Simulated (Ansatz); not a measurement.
# Run report: SnO, geometry relaxation

- system: SnO (4 atoms in the cell)
- method: DFT PBE, scalar-relativistic, plane waves, PAW, no spin polarisation (Ansatz 0.2.0)

The structure derives from an entry of the Crystallography Open Database. Figures and captions count atoms from 1; the log counts them from 0 in places.

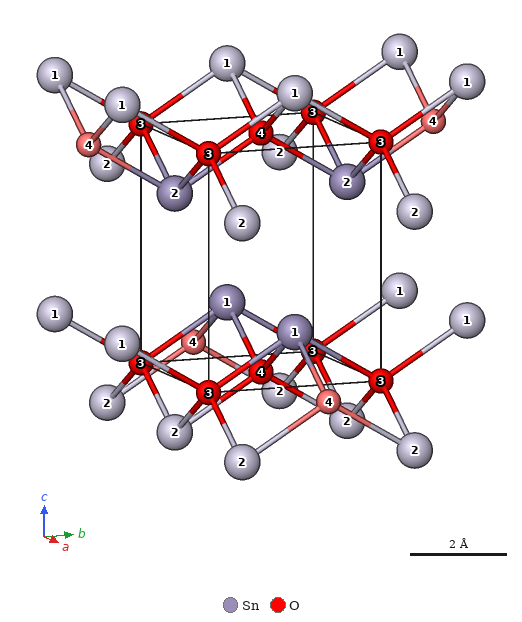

Figure 1. The structure as given in the input (ball-and-stick view of the cell of the calculation, seen slightly off an axis; neighbours outside the cell are drawn fainter; atoms are numbered from 1 in the order of the input). An atom can appear more than once, as a periodic image. Near neighbours in the periodic cell (some may lie outside the picture): Sn has 4 O at 2.25 Å; O has 4 Sn at 2.25 Å.

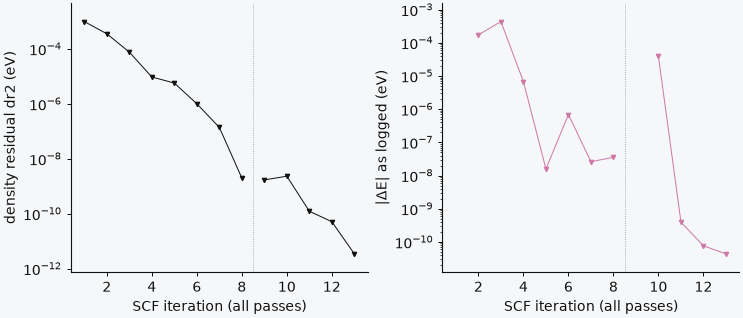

Figure 2. Convergence of the self-consistent field: density residual dr2 and size of the energy change against the SCF iteration. The dotted lines part the SCF passes of the relaxation: geometry steps, rejected trials and re-solves on a re-selected basis. The passes take 8 and 5 iterations.

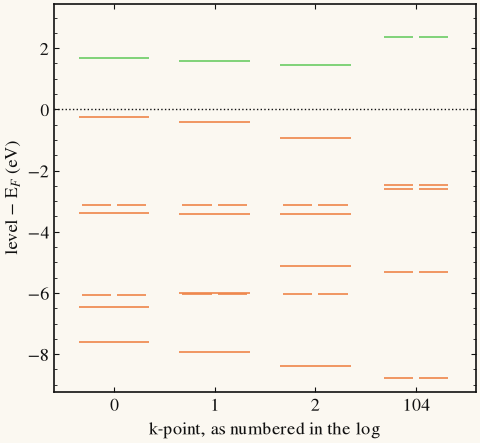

Figure 3. Kohn–Sham levels near the Fermi level (dotted) at the few k-points that the log prints; levels within 0.02 eV of each other stand side by side. Among these points the highest filled and lowest empty levels are 1.71 eV apart; the gap on the full mesh, 0.50 eV, has an edge at a point that isn't printed.

The input that produced these results follows, with the program's output.

The input:
```yaml
crystal:
  lattice:
    - [3.8681707509, 0.0, 0.0]
    - [0.0, 3.8681707509, 0.0]
    - [0.0, 0.0, 5.0672768617]
  atoms:
    - { symbol: Sn, position: [0.0, 0.5, 0.2287361955] }
    - { symbol: Sn, position: [0.5, 0.0, 0.7712638045] }
    - { symbol: O, position: [0.0, 0.0, 0.0] }
    - { symbol: O, position: [0.5, 0.5, 0.0] }
basis:
  ecutwfc: 420
kpoints:
  mp_grid: { grid: [10, 10, 8] }
hamiltonian:
  xc: pbe
scf:
  occupations: { method: gaussian, width: 0.02 }
output:
  forces: true
  stress: true
  eigenvalues: true
relax:
  adjacent_minimum: "off"
  f_tol: 0.005
  max_steps: 80
  cell: { stress_tol: 0.05 }
```

Launched with:
```bash
ansatz run input.yaml --threads 1 --pin off --max-ram 2560MiB --backend cpu --events-out ev --progress --plain --runs-dir out
```

Log:
```
Engine: ansatz 0.2.0, aarch64-unknown-linux-gnu
Pseudopotentials: kind: paw
Pseudopotential: Sn, paw, valence charge 14, recommended cutoff 420 eV (normal), Sn.paw.azcp
Pseudopotential: O, paw, valence charge 6, recommended cutoff 420 eV (normal), O.paw.azcp
Functional definition: PBE
  parameter kappa = 0.804
  parameter beta = 0.06672455060314922
  exchange = pbe_x(kappa = kappa, mu = beta*pi^2/3)
  correlation = pbe_c(beta = beta)
Crystal: 4 atoms, lattice volume = 75.820 Å³
Basis set: ecut = 420 eV, 1513 PW (Γ), exchange–correlation on 54×54×72 points (8 copies of the dense FFT grid, shifted against one another)
Bands: 24, of which v1, the nominal top of the filled ones, is band 20 counted from 1 (19 counted from 0)
Symmetry: 16 space group operations
Space group: P4/nmm (ITA 129), of the structure as read, at distance tolerance 4.2e-5 Å
k-points: 105 of 800
Non-local potential: Sn, projectors of the file, l = 0: 2, l = 1: 2, l = 2: 2, l = 3: 2
Non-local potential: O, projectors of the file, l = 0: 2, l = 1: 2, l = 2: 1
PAW form: soft (Blöchl's): semilocal exchange-correlation on the pseudo side does not see the compensation charge
PAW one-centre angular grid: Sn, 590 points (default); XC on 64 Gauss nodes
PAW one-centre angular grid: O, 110 points (default); XC on 64 Gauss nodes
Initial density: superposition of atomic densities (neutral atoms: chi_scale 0, normalization atom), corrected by the library's trained network
Initial wavefunctions: pseudopotential atomic-orbital guess
Functional: x = pbe(κ = 0.804, μ = 0.2195149727645171), c = pbe(β = 0.06672455060314922)
SCF iter   1: F=—  HF=-13183.405057 eV  |F-HF|=—  |Δ(HF+E_count)|=         —  Δρ=1.30e-3  dr2=9.94e-4  ethr=1.77e-3  ⟨swp⟩=6.2  Hψ=11918  notcnv=0
preconditioner: auto → Resta (q_TF=auto, 2.452 Å⁻¹)  ε∞=3.3  [insulator: Δε(μ)=0.504 eV  Ē_g=17.867 eV  σ=0.020 eV  W_gap=1.00  n_scr=18 (ndim 8)  ℏωp=27.0 eV  f_vac=0.033  D(μ)=0.00/eV (n_scr^D=0)  ε∞_Penn≈3.3]
SCF iter   2: F=—  HF=-13183.404883 eV  |F-HF|=—  |Δ(HF+E_count)|=   1.73e-4  Δρ=8.25e-4  dr2=3.57e-4  ethr=2.49e-6  ⟨swp⟩=2.1  Hψ=5879  notcnv=0
SCF iter   3: F=—  HF=-13183.405321 eV  |F-HF|=—  |Δ(HF+E_count)|=   4.38e-4  Δρ=3.49e-4  dr2=7.68e-5  ethr=8.93e-7  ⟨swp⟩=2.0  Hψ=5038  notcnv=0
SCF iter   4: F=—  HF=-13183.405314 eV  |F-HF|=—  |Δ(HF+E_count)|=   6.80e-6  Δρ=1.05e-4  dr2=9.52e-6  ethr=1.92e-7  ⟨swp⟩=2.0  Hψ=3377  notcnv=0
SCF iter   5: F=—  HF=-13183.405314 eV  |F-HF|=—  |Δ(HF+E_count)|=   1.58e-8  Δρ=9.39e-5  dr2=5.73e-6  ethr=2.38e-8  ⟨swp⟩=2.0  Hψ=4620  notcnv=0
SCF iter   6: F=—  HF=-13183.405313 eV  |F-HF|=—  |Δ(HF+E_count)|=   6.90e-7  Δρ=3.75e-5  dr2=1.01e-6  ethr=1.43e-8  ⟨swp⟩=2.4  Hψ=3391  notcnv=0
SCF iter   7: F=—  HF=-13183.405313 eV  |F-HF|=—  |Δ(HF+E_count)|=   2.62e-8  Δρ=1.38e-5  dr2=1.39e-7  ethr=2.53e-9  ⟨swp⟩=2.0  Hψ=3285  notcnv=0
SCF iter   8: F=-13183.405313 eV  HF=-13183.405313 eV  |F-HF|=1.91e-9  |Δ(HF+E_count)|=   3.55e-8  Δρ=1.81e-6  dr2=2.00e-9  ethr=2.50e-10  ⟨swp⟩=5.1  Hψ=9025  notcnv=0
SCF 1 converged in 8 iterations: F = -13183.405313 eV  dr2 = 2.00e-9
  greatest PAW one-centre occupation: 0.993 electrons in one spin orbital (limit 2), on the Sn atom at site 1 (counted from 0), in its partial waves of l = 2
relax step   1: F+E_penalty+E_count = -13183.40531326 eV  Δ(F+E_penalty+E_count) = +0.000e0 eV  max|allowed force component| = 2.743e-4 eV/Å  Δτ_max = 0.0000 Å  P = +0.011 GPa  Ω = 75.820 Å³  (8 SCF iters, dr2 threshold 1.00e-7 eV, accepted)
Initial density: handed on by an earlier stage of this run
Initial wavefunctions: pseudopotential atomic-orbital guess (no wavefunctions were taken with the density)
iter 1 solved again at ethr=1.42e-7 eV; its pass at ethr=3.10e-3 eV (dr2=5.68e-5 eV) is discarded
SCF iter   1: F=—  HF=-13183.405352 eV  |F-HF|=—  |Δ(HF+E_count)|=         —  Δρ=1.79e-6  dr2=1.70e-9  ethr=1.42e-7  ⟨swp⟩=3.4  Hψ=18556  notcnv=0
eigensolver tolerance schedule: the retry pair's looser diagonalisation over-reported the residual by 33456.12 of it (diagonalisation noise at an unbounded share of the residual, at the tolerance the schedule requests for it); recorded, not acted on — ethr = c·dr2/N_el stays at c = 1.0e-1
preconditioner: auto → Resta (q_TF=auto, 2.452 Å⁻¹)  ε∞=3.3  [insulator: Δε(μ)=0.498 eV  Ē_g=17.878 eV  σ=0.020 eV  W_gap=1.00  n_scr=18 (ndim 8)  ℏωp=27.0 eV  f_vac=0.032  D(μ)=0.00/eV (n_scr^D=0)  ε∞_Penn≈3.3]
SCF iter   2: F=—  HF=-13183.405313 eV  |F-HF|=—  |Δ(HF+E_count)|=   3.90e-5  Δρ=1.80e-6  dr2=2.32e-9  ethr=4.25e-12  ⟨swp⟩=3.9  Hψ=6866  notcnv=0
SCF iter   3: F=—  HF=-13183.405313 eV  |F-HF|=—  |Δ(HF+E_count)|=  3.97e-10  Δρ=4.25e-7  dr2=1.23e-10  ethr=4.25e-12  ⟨swp⟩=2.0  Hψ=3491  notcnv=0
SCF iter   4: F=—  HF=-13183.405313 eV  |F-HF|=—  |Δ(HF+E_count)|=  7.64e-11  Δρ=2.52e-7  dr2=5.11e-11  ethr=1.00e-12  ⟨swp⟩=5.8  Hψ=10153  notcnv=0
SCF iter   5: F=-13183.405313 eV  HF=-13183.405313 eV  |F-HF|=5.46e-12  |Δ(HF+E_count)|=  4.37e-11  Δρ=6.28e-8  dr2=3.45e-12  ethr=1.00e-12  ⟨swp⟩=5.0  Hψ=8438  notcnv=0
SCF 2 converged in 5 iterations: F = -13183.405313 eV  dr2 = 3.45e-12
relax step   2: F+E_penalty+E_count = -13183.40531326 eV  Δ(F+E_penalty+E_count) = -1.295e-9 eV  max|allowed force component| = 2.482e-4 eV/Å  Δτ_max = 0.0000 Å  P = +0.011 GPa  Ω = 75.820 Å³  stress off target by 2.54e-2 GPa  SCF on the basis re-selected at this cell (its energy is not comparable with the rows above)  (5 SCF iters)
basis re-selected at this cell: Δ(F+E_penalty+E_count) = -1.295e-9 eV, ΔP = +0.000 GPa vs the last step (what re-selecting the basis moved, of the pressure what is left beyond the Pulay correction that the steps carried, after the strain that the cell walked since its last selection, with what the two solves' SCF thresholds leave and, on support functions, any second-order correction that the steps lacked; it is no measure of the basis error at this ecutwfc). This SCF's stress stands 2.54e-2 GPa from its target on what of the cell is left free (relax.cell.stress_tol is 5.00e-2 GPa) and its largest allowed force component is 2.48e-4 eV/Å (relax.f_tol is 5.00e-3 eV/Å): within both
SCF converged after 5 iterations
Free energy (F): -13183.405313 eV
Harris-Foulkes:  -13183.405313 eV  (|F-HF|=5.46e-12)
Internal energy: -13183.405313 eV  (E = F + TS)
E sigma→0 (E₀):  -13183.405313 eV
Fermi energy:    8.987965 eV
--- Per-component energies (eV) ---
  E_band       = -223.004296
  E_kinetic    = 721.722484
  E_local      = -2896.541344  (includes V_loc(G=0)·N_el)
  E_nonlocal   = 31.772985
  E_hartree    = 1540.191910
  E_xc         = -912.426605
  E_vxc        = -379.787769  (∫ρ·V_xc dr)
  E_paw        = -8588.038830  (= ΣΔE_a)
  E_vpaw       = -780.559248  (= ΣTr[D̂ρ^β])
  E_aug_tail   = 0.004755  (compensation charges beyond the density's cutoff)
  E_ewald      = -3080.090669
  E_smearing   = -0.000000  (= −TS)
  E_closure    = -0.000000  (closes the sum)
  Σ components = -13183.405313   (vs F -13183.405313, Δ=0.00e0)
--- Forces (eV/Å), atoms counted from 1 ---
  atom   1  Sn     0.00000000     0.00000000     0.00024820
  atom   2  Sn     0.00000000     0.00000000    -0.00024820
  atom   3  O     -0.00000000     0.00000000    -0.00000000
  atom   4  O      0.00000000     0.00000000    -0.00000000
  max |Σ_I F_I| component: 1.67e-16 eV/Å
--- Stress (GPa, compression-positive) ---
        0.003946       0.000000       0.000000
        0.000000       0.003946       0.000000
        0.000000       0.000000       0.025387
  P = ⅓ Tr σ = 0.0111 GPa (0.111 kbar)
--- Band table (eV; the first three rows and the last of 105) ---
  k-point 0: bands = ["-13.0092", "-12.6462", "-12.6355", "-12.6355", "-12.6118", "-12.5899", "-12.5684", "-12.5525", "-12.5357", "-12.5357", "-10.9474", "-8.5713", "1.3833", "2.5294", "2.9288", "2.9288", "5.5909", "5.8643", "5.8643", "8.7394", "10.6778", "12.8295", "13.6481", "13.6481"]
  k-point 1: bands = ["-13.0079", "-12.6475", "-12.6332", "-12.6332", "-12.6107", "-12.5886", "-12.5694", "-12.5537", "-12.5383", "-12.5383", "-10.9442", "-8.5714", "1.0533", "2.9400", "2.9400", "2.9981", "5.5834", "5.8628", "5.8628", "8.5744", "10.5676", "12.9066", "13.1350", "13.1350"]
  k-point 2: bands = ["-13.0047", "-12.6507", "-12.6268", "-12.6268", "-12.6079", "-12.5851", "-12.5722", "-12.5570", "-12.5452", "-12.5452", "-10.9364", "-8.5715", "0.5944", "2.9674", "2.9674", "3.8603", "5.5658", "5.8583", "5.8583", "8.0577", "10.4542", "12.5568", "12.5568", "12.8648"]
  k-point 104: bands = ["-12.9206", "-12.9206", "-12.6207", "-12.6207", "-12.5924", "-12.5924", "-12.5533", "-12.5533", "-12.5312", "-12.5312", "-9.3989", "-9.3989", "0.2114", "0.2114", "3.6615", "3.6615", "6.3741", "6.3741", "6.5049", "6.5049", "11.3414", "11.3414", "12.4890", "12.4890"]
--- Relaxed structure (1 steps of the walk, 1 accepted, 1 SCFs on fresh bases) ---
  F+E_penalty+E_count = -13183.40531326 eV   max|allowed force component| = 2.482e-4 eV/Å   (the final SCF, on the basis selected at the relaxed cell)
  cell:  # Å, volume = 75.8204 Å³
    - [3.8681707509, 0.0, 0.0]
    - [0.0, 3.8681707509, 0.0]
    - [0.0, 0.0, 5.0672768617]
  atoms:
    - { symbol: Sn, position: [0.0, 0.5, 0.2287361955] }
    - { symbol: Sn, position: [0.5, 0.0, 0.7712638045] }
    - { symbol: O, position: [0.0, 0.0, 0.0] }
    - { symbol: O, position: [0.5, 0.5, 0.0] }
```

Trajectory as extended XYZ (Å, eV, eV/Å), 2 frames, from step=1 to step=2:
```
4
Lattice="3.8682 0.0000 0.0000 0.0000 3.8682 0.0000 0.0000 0.0000 5.0673" Properties=species:S:1:pos:R:3:forces:R:3 step=1 energy=-13183.40531 pressure_GPa=0.01
Sn    0.0000    1.9341    1.1591    0.0000   0.0000   0.0003
Sn    1.9341    0.0000    3.9082    0.0000   0.0000  -0.0003
O     0.0000    0.0000    0.0000    0.0000   0.0000   0.0000
O     1.9341    1.9341    0.0000    0.0000   0.0000   0.0000
4
Lattice="3.8682 0.0000 0.0000 0.0000 3.8682 0.0000 0.0000 0.0000 5.0673" Properties=species:S:1:pos:R:3:forces:R:3 step=2 energy=-13183.40531 pressure_GPa=0.01
Sn    0.0000    1.9341    1.1591    0.0000   0.0000   0.0002
Sn    1.9341    0.0000    3.9082    0.0000   0.0000  -0.0002
O     0.0000    0.0000    0.0000    0.0000   0.0000   0.0000
O     1.9341    1.9341    0.0000    0.0000   0.0000   0.0000
```

Summary:

```tsv
quantity	value
outcome	converged
space group (tolerance 0.01 Å)	P4/nmm (129)
electrons treated	40
free energy	−13183.4053 eV
Fermi energy	8.988 eV
gap on the k-point mesh	0.50 eV
pressure	0.01 GPa
final volume	75.82 Å³
largest force (length of the vector) at the end	under 0.001 eV/Å
final cell	a = 3.868 Å, b = 3.868 Å, c = 5.067 Å, α = 90.00°, β = 90.00°, γ = 90.00°
hardware	1 thread of Arm Neoverse N1, 24 GiB of memory available, shared host
wall time	43 s
peak memory	0.43 GiB
```
